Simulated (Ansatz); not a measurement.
```
Ge
1.0
     3.98550    0.00000    0.00000
    -1.99275    3.45154    0.00000
     0.00000    0.00000    6.57720
Ge
4
Direct
  0.33333 0.66667 0.06296
  0.66667 0.33333 0.56296
  0.66667 0.33333 0.93704
  0.33333 0.66667 0.43704
```

Space group P6₃/mmc; a generated structure, not necessarily the stable one.

Level of theory: DFT PBEsol, scalar-relativistic, plane waves, PAW in Ansatz.

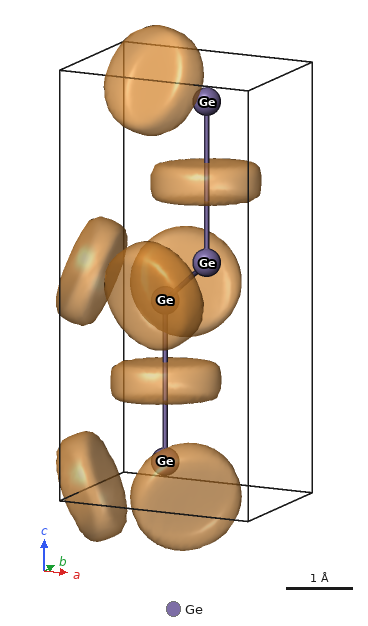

Ge. Isosurface of the ELF at 0.55 (orange), seen slightly off an axis. Only the valence region is drawn (cores and ρ < 0.01 e/Å³ removed). Sticks mark near contacts.

Core electrons are frozen (PAW), and the valence fields are smoothed inside the atomic spheres.

Where are the electrons localised?

The surface consists of eight regions between bonded Ge–Ge atoms (shared pairs), counted in one cell of 4 atoms. Any copies at cell faces, edges or corners count once. Profiles from the grid: Ge–Ge (2.45 Å): the ELF peaks at about 0.75 between the atoms, as expected for a shared electron pair.
